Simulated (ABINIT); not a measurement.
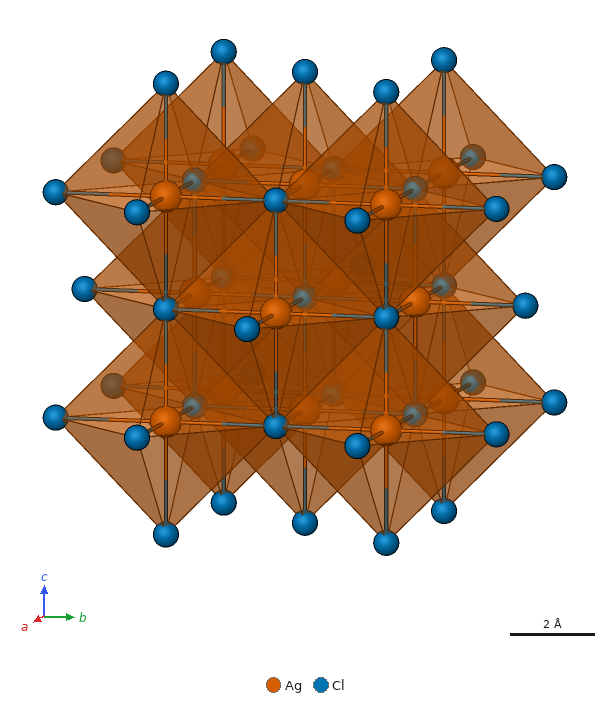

Fig. 1: The input geometry (polyhedral view of the cell 4 times as large as that of the calculation, set on its symmetry axes, seen slightly off an axis; polyhedra are completed across the faces of the cell). An atom can appear more than once, as a periodic image.

# Single-point calculation of AgCl

- system: AgCl (Fm-3m, 2 atoms in the cell)
- method: Kohn-Sham DFT of a periodic cell, PBE0, SPMS NC PBE v1.0, no spin polarisation (ABINIT 10.8.3)

The structure derives from an entry of the Crystallography Open Database.

The input
```
# Pseudopotentials
pp_dirpath "./"
pseudos "47_Ag_19_1.9_2.5_pbe_n_v1.0.psp8, 17_Cl_7_1.9_1.9_pbe_n_v1.0.psp8"

# Structure
acell 3.8678740931 3.8678740931 3.8678740931 Angstrom
rprim
     0.0000000000     0.7071067812     0.7071067812
     0.7071067812     0.0000000000     0.7071067812
     0.7071067812     0.7071067812     0.0000000000
ntypat 2
znucl 47 17
natom 2
typat 1 2
xred
     0.0000000000     0.0000000000     0.0000000000
     0.5000000000     0.5000000000     0.5000000000

# Plane-wave basis
ecut 22.0

# k points
kptopt 1
ngkpt 6 6 6
nshiftk 1
shiftk 0.0 0.0 0.0

# Exchange and correlation
ixc 41
fockdownsampling 2 2 2
hyb_mixing 0.35

# Bands and occupations
nband 17
occopt 3
tsmear 0.05 eV

# SCF cycle
nstep 60
toldfe 1.0e-7

# Output
iomode 3
prtwf 0
prtden 0
prteig 0
prtebands 0
enunit 1
```

Hardware: 4 threads of Arm Neoverse V2, 24 GiB of memory available, shared host.

Command:
```bash
mpirun --bind-to none -np 4 abinit run.abi > log 2>&1
```

Log
```
.Version 10.8.3 of ABINIT
 Symmetries : space group Fm -3 m (#225); Bravais cF (face-center cubic)
================================================================================
 Values of the parameters that define the memory need of the present run
     intxc =       0    ionmov =       0      iscf =       7    lmnmax =       6
     lnmax =       6     mgfft =      32  mpssoang =       3    mqgrid =    3001
     natom =       2  nloc_mem =       1    nspden =       1   nspinor =       1
    nsppol =       1      nsym =      48    n1xccc =    2501    ntypat =       2
    occopt =       3   xclevel =       2
       mpw =        1380          nfft =       32768          nkpt =          16
================================================================================
================================================================================

--------------------------------------------------------------------------------
------------- Echo of variables that govern the present computation ------------
--------------------------------------------------------------------------------
 -outvars: echo values of preprocessed input variables --------
            acell      7.3092227255E+00  7.3092227255E+00  7.3092227255E+00 Bohr
              amu      1.07868200E+02  3.54527000E+01
             ecut      2.20000000E+01 Hartree
           enunit           1
 fockdownsampling           2       2       2
   hyb_mixing          3.5000000000E-01
              ixc          41
         kptrlatt        6    0    0      0    6    0      0    0    6
          kptrlen      4.38553364E+01
            natom           2
            nband          17
          nbandhf          17
            ngfft          32      32      32
             nkpt          16
           nkpthf          27
            nstep          60
             nsym          48
           ntypat           2
           occopt           3
        optforces           0
        optstress           0
           prtden           0
        prtebands           0
           prteig           0
            prtwf           0
            rprim      0.0000000000E+00  7.0710678120E-01  7.0710678120E-01
                       7.0710678120E-01  0.0000000000E+00  7.0710678120E-01
                       7.0710678120E-01  7.0710678120E-01  0.0000000000E+00
          spgroup         225
           toldfe      1.00000000E-07 Hartree
           tsmear      1.83746611E-03 Hartree
            typat      1  2
          usefock           1
           xangst      0.0000000000E+00  0.0000000000E+00  0.0000000000E+00
                       2.7350000001E+00  2.7350000001E+00  2.7350000001E+00
            xcart      0.0000000000E+00  0.0000000000E+00  0.0000000000E+00
                       5.1684009545E+00  5.1684009545E+00  5.1684009545E+00
             xred      0.0000000000E+00  0.0000000000E+00  0.0000000000E+00
                       5.0000000000E-01  5.0000000000E-01  5.0000000000E-01
            znucl       47.00000   17.00000

================================================================================

 chkinp: Checking input parameters for consistency.

================================================================================
== DATASET  1 ==================================================================

--- !DatasetInfo
iteration_state: {dtset: 1, }
dimensions: {natom: 2, nkpt: 16, mband: 17, nsppol: 1, nspinor: 1, nspden: 1, mpw: 1380, }
cutoff_energies: {ecut:  22.0, pawecutdg:  -1.0, }
electrons: {nelect:   2.60000000E+01, charge:   0.00000000E+00, occopt:   3.00000000E+00, tsmear:   1.83746611E-03, }
meta: {optdriver: 0, ionmov: 0, optcell: 0, iscf: 7, paral_kgb: 0, }
...

 Exchange-correlation functional for the present dataset will be:
  PBE0 with alpha=0.25

 Real(R)+Recip(G) space primitive vectors, cartesian coordinates (Bohr,Bohr^-1):
 R(1)=  0.0000000  5.1684010  5.1684010  G(1)= -0.0967417  0.0967417  0.0967417
 R(2)=  5.1684010  0.0000000  5.1684010  G(2)=  0.0967417 -0.0967417  0.0967417
 R(3)=  5.1684010  5.1684010  0.0000000  G(3)=  0.0967417  0.0967417 -0.0967417
 Unit cell volume ucvol=  2.7612046E+02 bohr^3
 Angles (23,13,12)=  6.00000000E+01  6.00000000E+01  6.00000000E+01 degrees

 getcut: wavevector=  0.0000  0.0000  0.0000  ngfft=  32  32  32
         ecut(hartree)=     22.000   => boxcut(ratio)=   2.07349

--- Pseudopotential description ------------------------------------------------
- pspini: atom type   1  psp file is ./47_Ag_19_1.9_2.5_pbe_n_v1.0.psp8
    8   11    2    4       600   0.00000      pspcod,pspxc,lmax,lloc,mmax,r2well
    5.99000000000000    7.00000000000000    0.00000000000000   rchrg,fchrg,qchrg
     nproj     2     2     2
     extension_switch     1

- pspini: atom type   2  psp file is ./17_Cl_7_1.9_1.9_pbe_n_v1.0.psp8
    8   11    2    4       600   0.00000      pspcod,pspxc,lmax,lloc,mmax,r2well
    5.99000000000000    8.00000000000000    0.00000000000000   rchrg,fchrg,qchrg
     nproj     2     2     2
     extension_switch     1

   1.29209086E+03                                ecore*ucvol(ha*bohr**3)
--------------------------------------------------------------------------------

================================================================================

--- !BeginCycle
iteration_state: {dtset: 1, }
solver: {iscf: 7, nstep: 60, nline: 4, wfoptalg: 0, }
tolerances: {toldfe: 1.00E-07, }
...

     iter   Etot(hartree)      deltaE(h)  residm     vres2
 ETOT  1  -158.97532786709    -1.590E+02 1.278E-01 2.811E+03
 ETOT  2  -163.95776371748    -4.982E+00 1.159E-02 3.148E+03
 ETOT  3  -164.84366903650    -8.859E-01 8.050E-03 9.612E+02
 ETOT  4  -165.02886589831    -1.852E-01 9.945E-03 3.728E+02
 ETOT  5  -165.10809493155    -7.923E-02 1.040E-03 1.290E+02
 ETOT  6  -165.14677205452    -3.868E-02 7.804E-04 2.005E+01
 ETOT  7  -165.15476158613    -7.990E-03 1.031E-04 4.856E+00
 ETOT  8  -165.15620446297    -1.443E-03 1.508E-05 2.111E+00
 ETOT  9  -165.15680664129    -6.022E-04 4.132E-05 5.076E-01
 ETOT 10  -165.15649038474     3.163E-04 5.447E-05 1.674E+00
 ETOT 11  -165.15684402890    -3.536E-04 4.597E-06 7.180E-01
 ETOT 12  -165.15703714731    -1.931E-04 2.784E-05 1.637E-01
 ETOT 13  -165.15704425402    -7.107E-06 8.315E-07 6.914E-02
 ETOT 14  -165.15705882937    -1.458E-05 1.956E-07 2.581E-02
 ETOT 15  -165.15707015767    -1.133E-05 1.391E-07 4.893E-03
 ETOT 16  -165.15707538346    -5.226E-06 6.255E-08 7.300E-05
 ETOT 17  -165.15707763912    -2.256E-06 6.151E-09 1.329E-04
 ETOT 18  -165.15707871768    -1.079E-06 3.664E-10 7.432E-05
 ETOT 19  -165.15707880028    -8.261E-08 1.947E-10 2.984E-05
 ETOT 20  -165.15707867738     1.229E-07 2.985E-10 1.984E-06
 ETOT 21  -165.15707847705     2.003E-07 6.205E-11 4.568E-07
 ETOT 22  -165.15707838979     8.725E-08 4.107E-12 4.873E-07
 ETOT 23  -165.15707839531    -5.513E-09 3.462E-12 9.086E-08

 At SCF step   23, etot is converged :
  for the second time, diff in etot=  5.513E-09 < toldfe=  1.000E-07

--- !ResultsGS
iteration_state: {dtset: 1, }
comment   : Summary of ground state results
lattice_vectors:
- [  0.0000000,   5.1684010,   5.1684010, ]
- [  5.1684010,   0.0000000,   5.1684010, ]
- [  5.1684010,   5.1684010,   0.0000000, ]
lattice_lengths: [   7.30922,    7.30922,    7.30922, ]
lattice_angles: [ 60.000,  60.000,  60.000, ] # degrees, (23, 13, 12)
lattice_volume:   2.7612046E+02
convergence: {deltae: -5.513E-09, res2:  9.086E-08, residm:  3.462E-12, diffor:  0.000E+00, }
etotal    :  -1.65157078E+02
entropy   :   0.00000000E+00
fermie    :   1.83584364E-01
cartesian_stress_tensor: null
pressure_GPa: null
xred      :
- [  0.0000E+00,   0.0000E+00,   0.0000E+00, Ag]
- [  5.0000E-01,   5.0000E-01,   5.0000E-01, Cl]
cartesian_forces: null
force_length_stats: {min: null, max: null, mean: null, }
...

 Integrated electronic density in atomic spheres:
 ------------------------------------------------
 Atom  Sphere_radius  Integrated_density
    1        2.00000         16.45072489
    2        2.00000          5.08609972
================================================================================

 ----iterations are completed or convergence reached----

 Mean square residual over all n,k,spin=   10.298E-13; max=  34.618E-13
 reduced coordinates (array xred) for    2 atoms
       0.000000000000      0.000000000000      0.000000000000
       0.500000000000      0.500000000000      0.500000000000

 cartesian coordinates (angstrom) at end:
    1      0.00000000000000     0.00000000000000     0.00000000000000
    2      2.73500000005881     2.73500000005881     2.73500000005881
 length scales=  7.309222725453  7.309222725453  7.309222725453 bohr
              =  3.867874093100  3.867874093100  3.867874093100 angstroms
 Fermi (or HOMO) energy (eV) =   4.99559   Average Vxc (eV)=  -7.40974
 Eigenvalues (   eV  ) for nkpt=  16  k points:
 kpt#   1, nband= 17, wtk=  0.00463, kpt=  0.0000  0.0000  0.0000 (reduced coord)
 -93.51937  -54.91650  -54.91649  -54.91649  -14.71975   -0.84280   -0.84280   -0.83229
  -0.83229   -0.83229   -0.11794   -0.11794   -0.11794    6.31484   16.42143   16.42143
  16.42143
 prteigrs : prtvol=0 or 1, do not print more k-points.

--- !EnergyTerms
iteration_state     : {dtset: 1, }
comment             : Components of total free energy in Hartree
kinetic             :  5.26249558168340E+01
hartree             :  4.52115464463115E+01
xc                  : -2.01897453410065E+01
Ewald energy        : -1.04948436512073E+02
psp_core            :  4.67944625341184E+00
local_psp           : -1.36711569196248E+02
non_local_psp+x     : -5.82327586253657E+00
internal            : -1.65157078395307E+02
'-kT*entropy'       :  4.67068876802214E-16
total_energy        : -1.65157078395307E+02
...

--- !EnergyTermsDC
iteration_state     : {dtset: 1, }
comment             : '"Double-counting" decomposition of free energy'
band_energy         : -2.04641771590985E+01
Ewald energy        : -1.04948436512073E+02
psp_core            :  4.67944625341184E+00
xc_dc               : -4.44238378440752E+01
internal            : -1.65157005261835E+02
'-kT*entropy'       :  4.67068876802214E-16
total_energy_dc     : -1.65157005261835E+02
...

== END DATASET(S) ==============================================================
================================================================================

 -outvars: echo values of variables after computation  --------
            acell      7.3092227255E+00  7.3092227255E+00  7.3092227255E+00 Bohr
           etotal     -1.6515707840E+02
            fcart      9.9999999999E+99  9.9999999999E+99  9.9999999999E+99
                       9.9999999999E+99  9.9999999999E+99  9.9999999999E+99
            rprim      0.0000000000E+00  7.0710678120E-01  7.0710678120E-01
                       7.0710678120E-01  0.0000000000E+00  7.0710678120E-01
                       7.0710678120E-01  7.0710678120E-01  0.0000000000E+00
           strten      9.9999999999E+99  9.9999999999E+99  9.9999999999E+99
                       9.9999999999E+99  9.9999999999E+99  9.9999999999E+99
           xangst      0.0000000000E+00  0.0000000000E+00  0.0000000000E+00
                       2.7350000001E+00  2.7350000001E+00  2.7350000001E+00
             xred      0.0000000000E+00  0.0000000000E+00  0.0000000000E+00
                       5.0000000000E-01  5.0000000000E-01  5.0000000000E-01
 Calculation completed.
```

Results in brief

| quantity | value |
| --- | --- |
| outcome | converged |
| space group (tolerance 0.01 Å) | Fm-3m (225) |
| electrons treated | 26 |
| free energy | −4494.1531 eV |
| Fermi energy | 4.996 eV |
| gap on the k-point mesh | 3.94 eV |
| wall time | 9.6 min (CPU time 38 min) |
| peak memory | 0.28 GiB |

Remarks

Points of doubt noted for this run: coarse exchange mesh.
